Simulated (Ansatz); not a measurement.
# TiAl₃: a changed input and its effect

System: TiAl₃ (I4/mmm, 4 atoms in the cell).
Method of the first run: DFT PBE, scalar-relativistic, plane waves, PAW, no spin polarisation (Ansatz 0.2.0).

The structure derives from a Materials Project entry. Text and figures count atoms from 1; the logs count them from 0 in places.

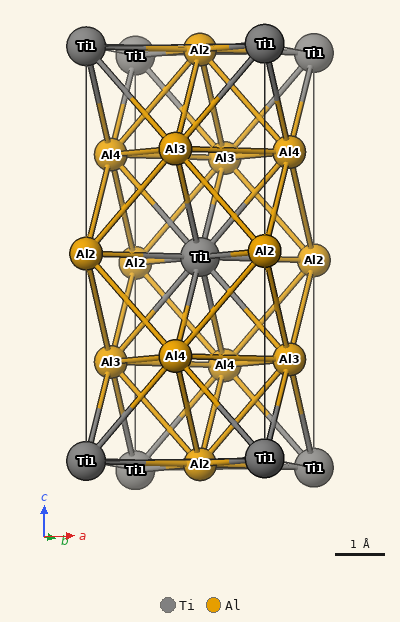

The input geometry (ball-and-stick view of the cell 2 times as large as that of the calculation, set on its symmetry axes, seen at an oblique angle; atoms are numbered from 1 in the order of the input). An atom can appear more than once, as a periodic image. Near neighbours in the periodic cell (some may lie outside the picture): Ti has 12 Al at 2.72 to 2.89 Å; Al has 8 Al at 2.72 to 2.89 Å and 4 Ti at 2.72 to 2.89 Å.

Input file, the first run:
```yaml
crystal:
  lattice:
    - [-1.9226734295, 1.9226734295, 4.3114047958]
    - [1.9226734295, -1.9226734295, 4.3114047958]
    - [1.9226734295, 1.9226734295, -4.3114047958]
  atoms:
    - { symbol: Ti, position: [0.0, 0.0, 0.0] }
    - { symbol: Al, position: [0.5, 0.5, 0.0] }
    - { symbol: Al, position: [0.75, 0.25, 0.5] }
    - { symbol: Al, position: [0.25, 0.75, 0.5] }
basis:
  ecutwfc: 420
kpoints:
  mp_grid: { grid: [16, 16, 16] }
  band_path:
    path:
      - [[0.0, 0.0, 0.0], [0.0, 0.0, 0.5], [0.25, 0.25, 0.25], [0.0, 0.5, 0.0], [0.0, 0.0, 0.0], [0.5, 0.5, -0.5], [0.29971798, 0.70028202, -0.29971798]]
      - [[-0.29971798, 0.29971798, 0.29971798], [0.0, 0.0, 0.0]]
      - [[0.0, 0.0, 0.5], [-0.09943596, 0.09943596, 0.5]]
      - [[0.5, 0.5, -0.09943596], [0.5, 0.5, -0.5]]
    npoints: 14
hamiltonian:
  xc: pbe
scf:
  occupations: { method: gaussian, width: 0.1 }
  n_extra_bands: 10
output:
  forces: true
  stress: true
  eigenvalues: true
  populations: true
  dos: { projected: true, de: 0.02, nscf_kmesh: { grid: [24, 24, 24] } }
  bader: true
  write_density: true
  write_potential: true
  elf: true
  volumetric_format: npy
```

Launched with:
```bash
ansatz run input.yaml --threads 1 --pin off --max-ram 2560MiB --backend cpu --events-out ev --progress --plain --runs-dir out
```

Hardware: 1 thread of Arm Neoverse V1, 24 GiB of memory available, shared host.

Output, shortened to warnings, some set-up lines, iterations and results (the first run):
```
Basis set: ecut = 420 eV, 1299 PW (Γ), exchange–correlation on 72×72×72 points (8 copies of the dense FFT grid, shifted against one another)
Symmetry: 16 space group operations
k-points: 349 of 4096
Initial density: superposition of atomic densities (neutral atoms: chi_scale 0, normalization atom), corrected by the library's trained network
[...]
SCF iter   1: F=—  HF=-4113.767438 eV  |F-HF|=—  |Δ(HF+E_count)|=         —  Δρ=3.16e-3  dr2=8.94e-3  ethr=1.77e-3  ⟨swp⟩=6.3  Hψ=41033  notcnv=0  defer=35
SCF iter   2: F=—  HF=-4113.766453 eV  |F-HF|=—  |Δ(HF+E_count)|=   9.85e-4  Δρ=2.03e-3  dr2=4.17e-3  ethr=4.26e-5  ⟨swp⟩=1.0  Hψ=10121  notcnv=0  defer=56
SCF iter   3: F=—  HF=-4113.765917 eV  |F-HF|=—  |Δ(HF+E_count)|=   5.37e-4  Δρ=4.73e-4  dr2=1.96e-4  ethr=1.98e-5  ⟨swp⟩=1.9  Hψ=6939  notcnv=0  defer=56
SCF iter   4: F=—  HF=-4113.765895 eV  |F-HF|=—  |Δ(HF+E_count)|=   2.12e-5  Δρ=9.39e-5  dr2=7.45e-6  ethr=9.34e-7  ⟨swp⟩=1.6  Hψ=6505  notcnv=0  defer=56
SCF iter   5: F=—  HF=-4113.765908 eV  |F-HF|=—  |Δ(HF+E_count)|=   1.29e-5  Δρ=3.58e-5  dr2=1.38e-6  ethr=3.55e-8  ⟨swp⟩=1.0  Hψ=6106  notcnv=0  defer=56
SCF iter   6: F=-4113.765908 eV  HF=-4113.765908 eV  |F-HF|=5.49e-8  |Δ(HF+E_count)|=   1.85e-7  Δρ=6.87e-6  dr2=6.43e-8  ethr=4.76e-10  ⟨swp⟩=9.4  Hψ=42234  notcnv=0
SCF 1 converged in 6 iterations: F = -4113.765908 eV  dr2 = 6.43e-8
NSCF: frozen V_eff on 130 k-points
NSCF: frozen V_eff on 1063 k-points
SCF converged after 6 iterations
Free energy (F): -4113.765908 eV
Harris-Foulkes:  -4113.765908 eV  (|F-HF|=5.49e-8)
Internal energy: -4113.757157 eV  (E = F + TS)
E sigma→0 (E₀):  -4113.761533 eV
Entropy (-TS):   -0.008751 eV (-2.188 meV/atom)
Fermi energy:    9.491855 eV
--- Per-component energies (eV) ---
  E_band       = -154.590078
  E_kinetic    = 343.018032
  E_local      = -1196.805861  (includes V_loc(G=0)·N_el)
  E_nonlocal   = 40.162250
  E_hartree    = 526.207434
  E_xc         = -217.838004
  E_vxc        = -210.365978  (∫ρ·V_xc dr)
  E_paw        = -2450.612821  (= ΣΔE_a)
  E_vpaw       = -183.003358  (= ΣTr[D̂ρ^β])
  E_aug_tail   = 0.000117  (compensation charges beyond the density's cutoff)
  E_ewald      = -1157.888303
  E_smearing   = -0.008751  (= −TS)
  E_closure    = 0.000000  (closes the sum)
  Σ components = -4113.765908   (vs F -4113.765908, Δ=0.00e0)
--- Forces (eV/Å), atoms counted from 1 ---
  atom   1  Ti    -0.00000000     0.00000000     0.00000000
  atom   2  Al    -0.00000000     0.00000000     0.00000000
  atom   3  Al    -0.00000000     0.00000000     0.00000000
  atom   4  Al    -0.00000000    -0.00000000     0.00000000
  max |Σ_I F_I| component: 1.73e-17 eV/Å
--- Stress (GPa, compression-positive) ---
       -0.007711       0.000000       0.000000
        0.000000      -0.007711       0.000000
        0.000000       0.000000      -0.023196
  P = ⅓ Tr σ = -0.0129 GPa (-0.129 kbar)
--- Löwdin populations: 4 sites ---
  site symbol       q [e]
     0     Ti     11.5037
     1     Al      3.0927
     2     Al      3.1282
     3     Al      3.1282
  spilling = 0.007013 (of n_electrons = 21.000000)
--- Bader charges: 4 sites ---
  site symbol  charge [e]  shift [e]
     0     Ti      0.8147     0.0004
     1     Al     -0.2550     0.0004
     2     Al     -0.2798     0.0000
     3     Al     -0.2798     0.0000
  estimated error of the sums over rays = 6.2e-4 e
```

For the second run the input was changed thus:
```diff
-  ecutwfc: 420
+  ecutwfc: 500
-  xc: pbe
+  xc: r2scan
```

Predict how the results change.

The total energies belong to different methods, so their difference says nothing on which is more stable or more accurate. The pressure goes from −0.01 to −2.03 GPa. The functional changes from PBE to r2SCAN. The SCF takes 7 iterations against 6. The plane waves at Γ go from 1299 to 1619. On the same kind of shared host the second run took about 1.8 times as long.

Output, shortened to warnings, some set-up lines, iterations and results (the second run):
```
Basis set: ecut = 500 eV, 1619 PW (Γ), exchange–correlation on 160×160×160 points (64 copies of the dense FFT grid, shifted against one another)
Symmetry: 16 space group operations
k-points: 349 of 4096
Initial density: superposition of atomic densities (neutral atoms: chi_scale 0, normalization atom), corrected by the library's trained network
[...]
SCF iter   1: F=—  HF=-4127.304017 eV  |F-HF|=—  |Δ(HF+E_count)|=         —  Δρ=1.25e-2  dr2=1.34e-1  dr2_τ=2.62e-2  ethr=1.77e-3  ⟨swp⟩=6.2  Hψ=41175  notcnv=0  defer=48
SCF iter   2: F=—  HF=-4127.341503 eV  |F-HF|=—  |Δ(HF+E_count)|=   3.75e-2  Δρ=4.93e-3  dr2=1.87e-2  dr2_τ=3.51e-3  ethr=6.38e-4  ⟨swp⟩=3.0  Hψ=16040  notcnv=0  defer=1278
SCF iter   3: F=—  HF=-4127.340517 eV  |F-HF|=—  |Δ(HF+E_count)|=   9.86e-4  Δρ=2.39e-3  dr2=3.39e-3  dr2_τ=7.71e-5  ethr=8.90e-5  ⟨swp⟩=2.1  Hψ=8721  notcnv=0  defer=1278
SCF iter   4: F=—  HF=-4127.340530 eV  |F-HF|=—  |Δ(HF+E_count)|=   1.32e-5  Δρ=2.89e-4  dr2=6.79e-5  dr2_τ=3.78e-6  ethr=1.61e-5  ⟨swp⟩=2.4  Hψ=8934  notcnv=0  defer=1278
SCF iter   5: F=—  HF=-4127.340559 eV  |F-HF|=—  |Δ(HF+E_count)|=   2.88e-5  Δρ=1.09e-4  dr2=9.17e-6  dr2_τ=4.98e-7  ethr=3.23e-7  ⟨swp⟩=2.6  Hψ=8186  notcnv=0  defer=1278
SCF iter   6: F=—  HF=-4127.340557 eV  |F-HF|=—  |Δ(HF+E_count)|=   1.47e-6  Δρ=3.42e-5  dr2=1.12e-6  dr2_τ=2.51e-8  ethr=4.37e-8  ⟨swp⟩=1.0  Hψ=6088  notcnv=0  defer=1278
SCF iter   7: F=-4127.340557 eV  HF=-4127.340557 eV  |F-HF|=2.98e-9  |Δ(HF+E_count)|=   1.50e-7  Δρ=4.19e-6  dr2=1.31e-8  dr2_τ=5.25e-10  ethr=4.76e-10  ⟨swp⟩=10.1  Hψ=45290  …
SCF 1 converged in 7 iterations: F = -4127.340557 eV  dr2 = 1.31e-8
NSCF: frozen V_eff on 130 k-points
NSCF: frozen V_eff on 1063 k-points
SCF converged after 7 iterations
Free energy (F): -4127.340557 eV
Harris-Foulkes:  -4127.340557 eV  (|F-HF|=2.98e-9)
Internal energy: -4127.332251 eV  (E = F + TS)
E sigma→0 (E₀):  -4127.336404 eV
Entropy (-TS):   -0.008306 eV (-2.077 meV/atom)
Fermi energy:    9.497912 eV
--- Per-component energies (eV) ---
  E_band       = -170.416143
  E_kinetic    = 343.709895
  E_local      = -1192.769289  (includes V_loc(G=0)·N_el)
  E_nonlocal   = 37.445992
  E_hartree    = 523.781866
  E_xc         = -204.196721
  E_vxc        = -227.583987  (∫ρ·V_xc dr)
  E_paw        = -2476.982000  (= ΣΔE_a)
  E_vpaw       = -191.492769  (= ΣTr[D̂ρ^β])
  E_aug_tail   = 0.000091  (compensation charges beyond the density's cutoff)
  E_vtau       = 12.713252  (kinetic-family band-sum trace: ∫τ·v_τ [+ j·A + Jᵃ·Aᵃ] dr)
  E_ewald      = -1157.888303
  E_core_change = -0.433781  (= ΣΔE_core)
  E_smearing   = -0.008306  (= −TS)
  E_closure    = 0.000000  (closes the sum)
  Σ components = -4127.340557   (vs F -4127.340557, Δ=0.00e0)
--- Forces (eV/Å), atoms counted from 1 ---
  atom   1  Ti    -0.00000000     0.00000000     0.00000000
  atom   2  Al    -0.00000000     0.00000000     0.00000000
  atom   3  Al     0.00000000     0.00000000     0.00000000
  atom   4  Al     0.00000000     0.00000000     0.00000000
  max |Σ_I F_I| component: 2.78e-17 eV/Å
--- Stress (GPa, compression-positive) ---
       -1.981712       0.000000       0.000000
        0.000000      -1.981712       0.000000
       -0.000000      -0.000000      -2.141311
  P = ⅓ Tr σ = -2.0349 GPa (-20.349 kbar)
--- Löwdin populations: 4 sites ---
  site symbol       q [e]
     0     Ti     11.4669
     1     Al      3.0999
     2     Al      3.1328
     3     Al      3.1328
  spilling = 0.007983 (of n_electrons = 21.000000)
--- Bader charges: 4 sites ---
  site symbol  charge [e]  shift [e]
     0     Ti      0.9188     0.0001
     1     Al     -0.2926     0.0002
     2     Al     -0.3131     0.0000
     3     Al     -0.3131     0.0000
  estimated error of the sums over rays = 6.7e-4 e
```

The two runs side by side:

```csv
quantity,the first run,the second run
outcome,converged,converged
free energy per atom (eV),−1028.4415,−1031.8351
"energy per atom, smearing taken to zero (eV)",−1028.4404,−1031.8341
gap on the mesh (eV),0.00,0.00
pressure (GPa),−0.01,−2.03
largest force (eV/Å),0.000,0.000
SCF iterations,6,7
irreducible k-points,349,349
plane waves at Γ,1299,1619
wall time (shared host),1.7 min,3.1 min
```
